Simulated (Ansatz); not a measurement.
# ZrS: what the fields show

```yaml
crystal:
  lattice:
    - [5.25000, 0.00000, 0.00000]
    - [0.00000, 5.25000, 0.00000]
    - [0.00000, 0.00000, 5.25000]
  atoms:
    - { symbol: Zr, position: [0.00000, 0.00000, 0.00000] }
    - { symbol: Zr, position: [0.50000, 0.50000, 0.00000] }
    - { symbol: Zr, position: [0.50000, 0.00000, 0.50000] }
    - { symbol: Zr, position: [0.00000, 0.50000, 0.50000] }
    - { symbol: S, position: [0.50000, 0.00000, 0.00000] }
    - { symbol: S, position: [0.00000, 0.50000, 0.00000] }
    - { symbol: S, position: [0.00000, 0.00000, 0.50000] }
    - { symbol: S, position: [0.50000, 0.50000, 0.50000] }
```

Space group Fm-3m; computed pressure about −6 GPa in this cell.

The calculation used DFT PBEsol, scalar-relativistic, plane waves, PAW (Ansatz 0.2.0).

In a PAW calculation such maps are meaningful between the atoms, not at the nuclei.

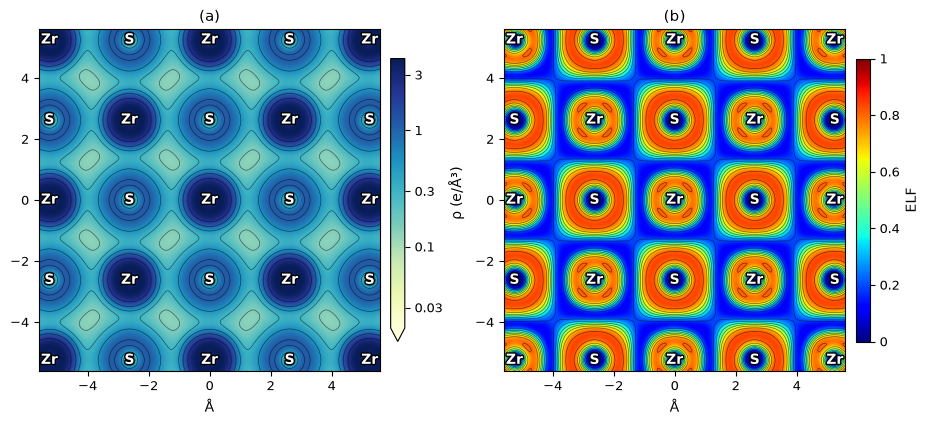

Figure 1. (a) valence charge density (pseudo); (b) ELF on the (100) plane of the conventional cell.

Interpret the plot.

- Atoms in the plane: Zr and S.
- Zr–S (2.62 Å): ρ at the midpoint is about 0.34 e/Å³; the ELF peaks at about 0.85 in the valence shell of S, 0.8 Å from its nucleus, and is about 0.25 at the midpoint (no localised pair shows between them).
- Between the atoms the lowest density in this plane is 0.13 e/Å³.
- The features right at Zr lie inside the PAW spheres, where the map follows smoothed inner orbitals and isn't to be read closely.

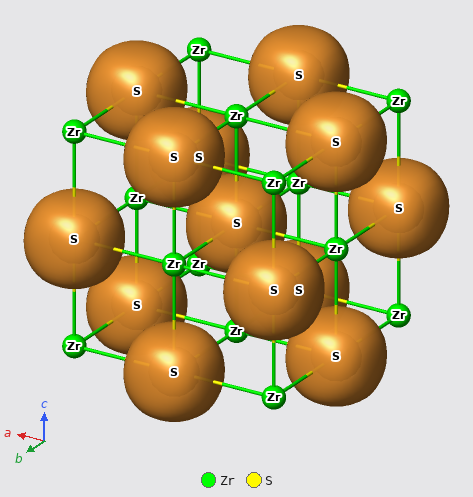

Figure 2. Isosurface of the ELF at 0.7 (orange), seen at an oblique angle. Core shells and regions of very low density are left out. Sticks mark near contacts.

Describe the localisation domains.

The surface consists of four regions wrapped around S (the valence shell of each), counted in one cell of 8 atoms. Any copies at cell faces, edges or corners count once.

Does the calculation make it a metal, or give it a gap?

It is gapless in this calculation (a metal or semimetal).
